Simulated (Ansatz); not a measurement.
## Run report: TiAl, geometry relaxation (part 1 of 2)

TiAl (P4/mmm, 2 atoms in the cell), computed with DFT PBEsol, scalar-relativistic, plane waves, PAW, no spin polarisation (Ansatz 0.2.0).

The structure derives from an entry of the Crystallography Open Database. Figures and captions count atoms from 1; the log counts them from 0 in places.

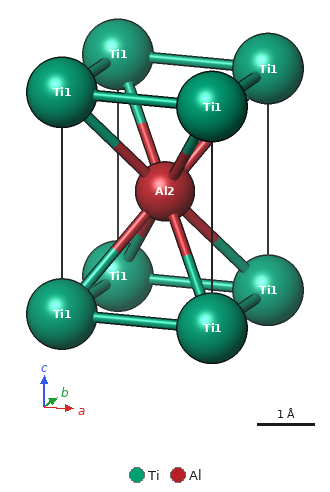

*The starting structure (ball-and-stick view of the cell of the calculation, seen slightly off an axis; atoms are numbered from 1 in the order of the input).*

## Key numbers

| quantity | value |
| --- | --- |
| outcome | converged |
| space group (tolerance 0.01 Å) | P4/mmm (123) |
| electrons treated | 15 |
| free energy | −2999.2702 eV |
| Fermi energy | 11.251 eV |
| gap on the k-point mesh | none (metallic) |
| pressure | −0.02 GPa |
| final volume | 31.55 Å³ |
| largest force (length of the vector) at the end | under 0.001 eV/Å |
| final cell | a = 2.795 Å, b = 2.795 Å, c = 4.039 Å, α = 90.00°, β = 90.00°, γ = 90.00° |
| hardware | 1 thread of Intel Xeon (Sapphire Rapids), 32 GiB of memory available, shared host |
| wall time | 19 s |
| peak memory | 0.44 GiB |

## Input
```yaml
crystal:
  lattice:
    - [2.8373, 0.0, 0.0]
    - [0.0, 2.8373, 0.0]
    - [0.0, 0.0, 4.0591]
  atoms:
    - { symbol: Ti, position: [0.0, 0.0, 0.0] }
    - { symbol: Al, position: [0.5, 0.5, 0.5] }
basis:
  ecutwfc: 420
kpoints:
  mp_grid: { grid: [14, 14, 10] }
hamiltonian:
  xc: pbesol
scf:
  occupations: { method: gaussian, width: 0.1 }
output:
  forces: true
  stress: true
  eigenvalues: true
  write_density: true
  write_potential: true
  elf: true
  volumetric_format: npy
relax:
  adjacent_minimum: "off"
  f_tol: 0.005
  max_steps: 80
  cell: { stress_tol: 0.05 }
```

Command:
```bash
ansatz run input.yaml --threads 1 --pin off --max-ram 2560MiB --backend cpu --events-out ev --progress --plain --runs-dir out
```

## Output
```
Engine: ansatz 0.2.0, x86_64-unknown-linux-gnu
Pseudopotentials: kind: paw
Pseudopotential: Ti, paw, valence charge 12, recommended cutoff 420 eV (normal), Ti.paw.azcp
Pseudopotential: Al, paw, valence charge 3, recommended cutoff 420 eV (normal), Al.paw.azcp
Functional definition: PBEsol
  exchange = pbesol_x
  correlation = pbesol_c
Crystal: 2 atoms, lattice volume = 32.677 Å³
Basis set: ecut = 420 eV, 657 PW (Γ), exchange–correlation on 40×40×60 points (8 copies of the dense FFT grid, shifted against one another)
Bands: 12, of which v1, the nominal top of the filled ones, is band 8 counted from 1 (7 counted from 0)
Symmetry: 16 space group operations
Space group: P4/mmm (ITA 123), of the structure as read, at distance tolerance 3.2e-5 Å
k-points: 216 of 1960
Non-local potential: Ti, projectors of the file, l = 0: 3, l = 1: 2, l = 2: 3, l = 3: 1
Non-local potential: Al, projectors of the file, l = 0: 2, l = 1: 2, l = 2: 1
PAW form: soft (Blöchl's): semilocal exchange-correlation on the pseudo side does not see the compensation charge
PAW frozen core: Ti, regenerated for the run's functional, and the local potential with it (the file was generated under x = pbe(κ = 0.804, μ = 0.2195149727645171), c = pbe(β = 0.06672455060314922))
PAW frozen core: Al, regenerated for the run's functional, and the local potential with it (the file was generated under x = pbe(κ = 0.804, μ = 0.2195149727645171), c = pbe(β = 0.06672455060314922))
PAW one-centre angular grid: Ti, 590 points (default); XC on 64 Gauss nodes
PAW one-centre angular grid: Al, 110 points (default); XC on 64 Gauss nodes
Initial density: superposition of atomic densities (neutral atoms: chi_scale 0, normalization atom), corrected by the library's trained network
Initial wavefunctions: pseudopotential atomic-orbital guess
Functional: x = pbesol(κ = 0.804, μ = 0.12345679012345678), c = pbesol(β = 0.046)
SCF iter   1: F=—  HF=-2999.256647 eV  |F-HF|=—  |Δ(HF+E_count)|=         —  Δρ=4.37e-3  dr2=4.31e-3  ethr=1.77e-3  ⟨swp⟩=5.0  Hψ=13074  notcnv=0
preconditioner: auto → none  [metal: Δε(μ)=0.006 eV  Ē_g=5.265 eV  σ=0.100 eV  W_gap=0.03  n_scr=6 (ndim 8)  ℏωp=17.2 eV  f_vac=0.000  D(μ)=1.78/eV (n_scr^D=20)  sad-step TF]
SCF iter   2: F=—  HF=-2999.255543 eV  |F-HF|=—  |Δ(HF+E_count)|=   1.10e-3  Δρ=2.12e-3  dr2=1.61e-3  ethr=2.87e-5  ⟨swp⟩=1.7  Hψ=4941  notcnv=0
SCF iter   3: F=—  HF=-2999.255185 eV  |F-HF|=—  |Δ(HF+E_count)|=   3.59e-4  Δρ=3.60e-4  dr2=3.91e-5  ethr=1.07e-5  ⟨swp⟩=2.1  Hψ=3383  notcnv=0
SCF iter   4: F=—  HF=-2999.255162 eV  |F-HF|=—  |Δ(HF+E_count)|=   2.29e-5  Δρ=1.21e-4  dr2=4.38e-6  ethr=2.61e-7  ⟨swp⟩=2.1  Hψ=3424  notcnv=0
SCF iter   5: F=—  HF=-2999.255161 eV  |F-HF|=—  |Δ(HF+E_count)|=   3.59e-7  Δρ=4.55e-5  dr2=6.45e-7  ethr=2.92e-8  ⟨swp⟩=1.0  Hψ=2551  notcnv=0
SCF iter   6: F=-2999.255161 eV  HF=-2999.255161 eV  |F-HF|=8.93e-9  |Δ(HF+E_count)|=   6.66e-8  Δρ=9.11e-6  dr2=2.24e-8  ethr=6.67e-10  ⟨swp⟩=7.4  Hψ=11733  notcnv=0
SCF 1 converged in 6 iterations: F = -2999.255161 eV  dr2 = 2.24e-8
  greatest PAW one-centre occupation: 0.999 electrons in one spin orbital (limit 2), on the Ti atom at site 0 (counted from 0), in its partial waves of l = 0
relax step   1: F+E_penalty+E_count = -2999.25516112 eV  Δ(F+E_penalty+E_count) = +0.000e0 eV  max|allowed force component| = 3.821e-31 eV/Å  Δτ_max = 0.0000 Å  P = -3.957 GPa  Ω = 32.677 Å³  (6 SCF iters, dr2 threshold 1.00e-7 eV, accepted)
Crystal: 2 atoms, lattice volume = 30.810 Å³
Basis set: ecut = 420 eV, 617 PW (Γ), exchange–correlation on 40×40×60 points (8 copies of the dense FFT grid, shifted against one another)
Initial density: handed on by an earlier stage of this run
Initial wavefunctions: those handed on with the density
iter 1 solved again at ethr=1.44e-5 eV; its pass at ethr=3.10e-3 eV (dr2=2.16e-3 eV) is discarded
SCF iter   1: F=—  HF=-2999.264711 eV  |F-HF|=—  |Δ(HF+E_count)|=         —  Δρ=2.22e-3  dr2=2.20e-3  ethr=1.44e-5  ⟨swp⟩=1.0  Hψ=16601  notcnv=0
preconditioner: auto → none  [metal: Δε(μ)=0.013 eV  Ē_g=5.532 eV  σ=0.100 eV  W_gap=0.07  n_scr=6 (ndim 8)  ℏωp=17.7 eV  f_vac=0.000  D(μ)=1.62/eV (n_scr^D=14)]
SCF iter   2: F=—  HF=-2999.263772 eV  |F-HF|=—  |Δ(HF+E_count)|=   9.39e-4  Δρ=8.12e-4  dr2=1.27e-4  ethr=1.44e-5  ⟨swp⟩=2.0  Hψ=3343  notcnv=0
SCF iter   3: F=—  HF=-2999.263712 eV  |F-HF|=—  |Δ(HF+E_count)|=   6.05e-5  Δρ=2.43e-4  dr2=1.03e-5  ethr=8.47e-7  ⟨swp⟩=2.2  Hψ=3069  notcnv=0
iter 4 did not close the SCF: its close was put off for the readings that it lacked (scf_convergence_deferred on its scf_iter line)
SCF iter   4: F=-2999.263708 eV  HF=-2999.263708 eV  |F-HF|=3.16e-8  |Δ(HF+E_count)|=   3.33e-6  Δρ=1.93e-5  dr2=5.59e-8  ethr=6.85e-8  ⟨swp⟩=2.0  Hψ=3328  notcnv=0
iter 5 did not close the SCF: its close was put off for the readings that it lacked (scf_convergence_deferred on its scf_iter line)
SCF iter   5: F=-2999.263708 eV  HF=-2999.263708 eV  |F-HF|=1.88e-9  |Δ(HF+E_count)|=   3.98e-8  Δρ=4.45e-6  dr2=4.48e-9  ethr=3.73e-10  ⟨swp⟩=2.6  Hψ=4322  notcnv=0
SCF iter   6: F=-2999.263708 eV  HF=-2999.263708 eV  |F-HF|=4.27e-11  |Δ(HF+E_count)|=  3.59e-10  Δρ=3.63e-7  dr2=4.83e-11  ethr=2.99e-11  ⟨swp⟩=4.1  Hψ=11103  notcnv=0
SCF 2 converged in 6 iterations: F = -2999.263708 eV  dr2 = 4.83e-11
relax step   2: F+E_penalty+E_count = -2999.26370831 eV  Δ(F+E_penalty+E_count) = -8.547e-3 eV  max|allowed force component| = 1.109e-31 eV/Å  Δτ_max = 0.0000 Å  P = +3.019 GPa  Ω = 30.810 Å³  energy of the carried Pulay correction = +4.429e-4 eV  (6 SCF iters, dr2 threshold 2.00e-7 eV, accepted)
Crystal: 2 atoms, lattice volume = 31.587 Å³
iter 1 solved again at ethr=2.41e-6 eV; its pass at ethr=3.10e-3 eV (dr2=3.61e-4 eV) is discarded
SCF iter   1: F=—  HF=-2999.270535 eV  |F-HF|=—  |Δ(HF+E_count)|=         —  Δρ=8.89e-4  dr2=3.66e-4  ethr=2.41e-6  ⟨swp⟩=2.0  Hψ=17030  notcnv=0
preconditioner: auto → none  [metal: Δε(μ)=0.021 eV  Ē_g=5.406 eV  σ=0.100 eV  W_gap=0.12  n_scr=6 (ndim 8)  ℏωp=17.5 eV  f_vac=0.000  D(μ)=1.67/eV (n_scr^D=14)]
SCF iter   2: F=—  HF=-2999.270378 eV  |F-HF|=—  |Δ(HF+E_count)|=   1.56e-4  Δρ=3.49e-4  dr2=2.40e-5  ethr=2.41e-6  ⟨swp⟩=2.0  Hψ=3334  notcnv=0
SCF iter   3: F=—  HF=-2999.270366 eV  |F-HF|=—  |Δ(HF+E_count)|=   1.28e-5  Δρ=9.63e-5  dr2=1.91e-6  ethr=1.60e-7  ⟨swp⟩=2.3  Hψ=3121  notcnv=0
iter 4 did not close the SCF: its close was put off for the readings that it lacked (scf_convergence_deferred on its scf_iter line)
SCF iter   4: F=-2999.270365 eV  HF=-2999.270365 eV  |F-HF|=5.46e-9  |Δ(HF+E_count)|=   6.61e-7  Δρ=8.32e-6  dr2=1.15e-8  ethr=1.27e-8  ⟨swp⟩=2.0  Hψ=3349  notcnv=0
iter 5 did not close the SCF: its close was put off for the readings that it lacked (scf_convergence_deferred on its scf_iter line)
SCF iter   5: F=-2999.270365 eV  HF=-2999.270365 eV  |F-HF|=1.83e-10  |Δ(HF+E_count)|=   6.65e-9  Δρ=1.65e-6  dr2=5.95e-10  ethr=7.69e-11  ⟨swp⟩=2.6  Hψ=4279  notcnv=0
SCF iter   6: F=-2999.270365 eV  HF=-2999.270365 eV  |F-HF|=1.27e-11  |Δ(HF+E_count)|=  2.86e-11  Δρ=1.70e-7  dr2=1.13e-11  ethr=3.97e-12  ⟨swp⟩=3.8  Hψ=10324  notcnv=0
SCF 3 converged in 6 iterations: F = -2999.270365 eV  dr2 = 1.13e-11
relax step   3: F+E_penalty+E_count = -2999.27036499 eV  Δ(F+E_penalty+E_count) = -6.657e-3 eV  max|allowed force component| = 7.396e-32 eV/Å  Δτ_max = 0.0000 Å  P = -0.127 GPa  Ω = 31.587 Å³  energy of the carried Pulay correction = +2.557e-4 eV  (6 SCF iters, dr2 threshold 2.00e-7 eV, accepted)
Crystal: 2 atoms, lattice volume = 31.554 Å³
iter 1 solved again at ethr=1.17e-8 eV; its pass at ethr=3.10e-3 eV (dr2=1.75e-6 eV) is discarded
SCF iter   1: F=—  HF=-2999.270411 eV  |F-HF|=—  |Δ(HF+E_count)|=         —  Δρ=7.81e-5  dr2=2.52e-6  ethr=1.17e-8  ⟨swp⟩=2.1  Hψ=16074  notcnv=0
preconditioner: auto → none  [metal: Δε(μ)=0.020 eV  Ē_g=5.415 eV  σ=0.100 eV  W_gap=0.11  n_scr=6 (ndim 8)  ℏωp=17.5 eV  f_vac=0.000  D(μ)=1.66/eV (n_scr^D=14)]
SCF iter   2: F=—  HF=-2999.270411 eV  |F-HF|=—  |Δ(HF+E_count)|=   1.58e-7  Δρ=2.64e-5  dr2=1.03e-7  ethr=1.17e-8  ⟨swp⟩=2.0  Hψ=3382  notcnv=0
iter 3 did not close the SCF: its close was put off for the readings that it lacked (scf_convergence_deferred on its scf_iter line)
SCF iter   3: F=-2999.270411 eV  HF=-2999.270411 eV  |F-HF|=8.45e-10  |Δ(HF+E_count)|=  4.38e-10  Δρ=1.06e-5  dr2=1.52e-8  ethr=6.88e-10  ⟨swp⟩=1.7  Hψ=3129  notcnv=0
iter 4 did not close the SCF: its close was put off for the readings that it lacked (scf_convergence_deferred on its scf_iter line)
SCF iter   4: F=-2999.270411 eV  HF=-2999.270411 eV  |F-HF|=2.96e-11  |Δ(HF+E_count)|=   3.26e-9  Δρ=6.92e-7  dr2=1.04e-10  ethr=1.01e-10  ⟨swp⟩=2.2  Hψ=3111  notcnv=0
iter 5 did not close the SCF: its close was put off for the readings that it lacked (scf_convergence_deferred on its scf_iter line)
SCF iter   5: F=-2999.270411 eV  HF=-2999.270411 eV  |F-HF|=2.73e-12  |Δ(HF+E_count)|=  1.00e-11  Δρ=1.12e-7  dr2=2.25e-12  ethr=1.00e-12  ⟨swp⟩=2.4  Hψ=3565  notcnv=0
SCF iter   6: F=-2999.270411 eV  HF=-2999.270411 eV  |F-HF|=0.00e0  |Δ(HF+E_count)|=  1.36e-12  Δρ=1.54e-8  dr2=3.80e-14  ethr=1.00e-12  ⟨swp⟩=3.0  Hψ=9291  notcnv=0
SCF 4 converged in 6 iterations: F = -2999.270411 eV  dr2 = 3.80e-14
relax step   4: F+E_penalty+E_count = -2999.27041052 eV  Δ(F+E_penalty+E_count) = -4.553e-5 eV  max|allowed force component| = 4.930e-32 eV/Å  Δτ_max = 0.0000 Å  P = -0.003 GPa  Ω = 31.554 Å³  energy of the carried Pulay correction = +2.634e-4 eV  (6 SCF iters, accepted)
Basis set: ecut = 420 eV, 617 PW (Γ), exchange–correlation on 40×40×54 points (8 copies of the dense FFT grid, shifted against one another)
Initial wavefunctions: pseudopotential atomic-orbital guess (no wavefunctions were taken with the density)
iter 1 solved again at ethr=3.95e-9 eV; its pass at ethr=3.10e-3 eV (dr2=5.92e-7 eV) is discarded
SCF iter   1: F=—  HF=-2999.270163 eV  |F-HF|=—  |Δ(HF+E_count)|=         —  Δρ=2.39e-5  dr2=2.04e-8  ethr=3.95e-9  ⟨swp⟩=3.0  Hψ=20609  notcnv=0
preconditioner: auto → none  [metal: Δε(μ)=0.020 eV  Ē_g=5.414 eV  σ=0.100 eV  W_gap=0.11  n_scr=6 (ndim 8)  ℏωp=17.5 eV  f_vac=0.000  D(μ)=1.66/eV (n_scr^D=14)]
SCF iter   2: F=—  HF=-2999.270202 eV  |F-HF|=—  |Δ(HF+E_count)|=   3.91e-5  Δρ=1.18e-5  dr2=5.10e-9  ethr=1.36e-10  ⟨swp⟩=2.1  Hψ=3442  notcnv=0
SCF iter   3: F=—  HF=-2999.270202 eV  |F-HF|=—  |Δ(HF+E_count)|=   9.52e-9  Δρ=1.45e-6  dr2=1.34e-9  ethr=3.40e-11  ⟨swp⟩=2.0  Hψ=3297  notcnv=0
SCF iter   4: F=—  HF=-2999.270202 eV  |F-HF|=—  |Δ(HF+E_count)|=  3.32e-10  Δρ=6.02e-7  dr2=1.44e-10  ethr=8.91e-12  ⟨swp⟩=2.0  Hψ=3158  notcnv=0
iter 5 did not close the SCF: its close was put off for the readings that it lacked (scf_convergence_deferred on its scf_iter line)
SCF iter   5: F=-2999.270202 eV  HF=-2999.270202 eV  |F-HF|=1.36e-12  |Δ(HF+E_count)|=  1.73e-11  Δρ=1.17e-7  dr2=2.16e-12  ethr=1.00e-12  ⟨swp⟩=2.1  Hψ=3164  notcnv=0
SCF iter   6: F=-2999.270202 eV  HF=-2999.270202 eV  |F-HF|=4.55e-13  |Δ(HF+E_count)|=  4.55e-13  Δρ=1.05e-8  dr2=1.62e-14  ethr=1.00e-12  ⟨swp⟩=3.0  Hψ=9175  notcnv=0
SCF 5 converged in 6 iterations: F = -2999.270202 eV  dr2 = 1.62e-14
relax step   5: F+E_penalty+E_count = -2999.27020171 eV  Δ(F+E_penalty+E_count) = +2.088e-4 eV  max|allowed force component| = 2.465e-31 eV/Å  Δτ_max = 0.0000 Å  P = -0.016 GPa  Ω = 31.554 Å³  stress off target by 4.15e-2 GPa  SCF on the basis re-selected at this cell (its energy is not comparable with the rows above)  (6 SCF iters)
```

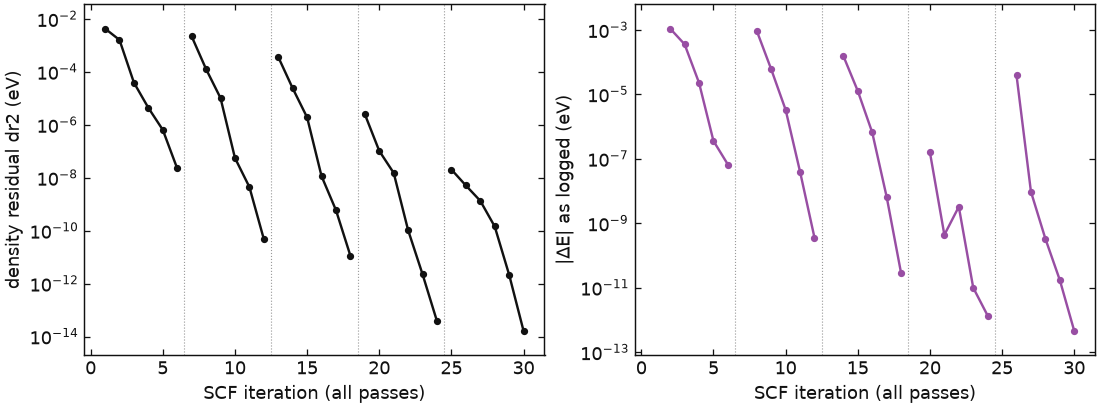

*Convergence of the self-consistent field: density residual dr2 and size of the energy change against the SCF iteration. The dotted lines part the SCF passes of the relaxation: geometry steps, rejected trials and re-solves on a re-selected basis.*

The 5 passes take 6 iterations each, 30 in all.
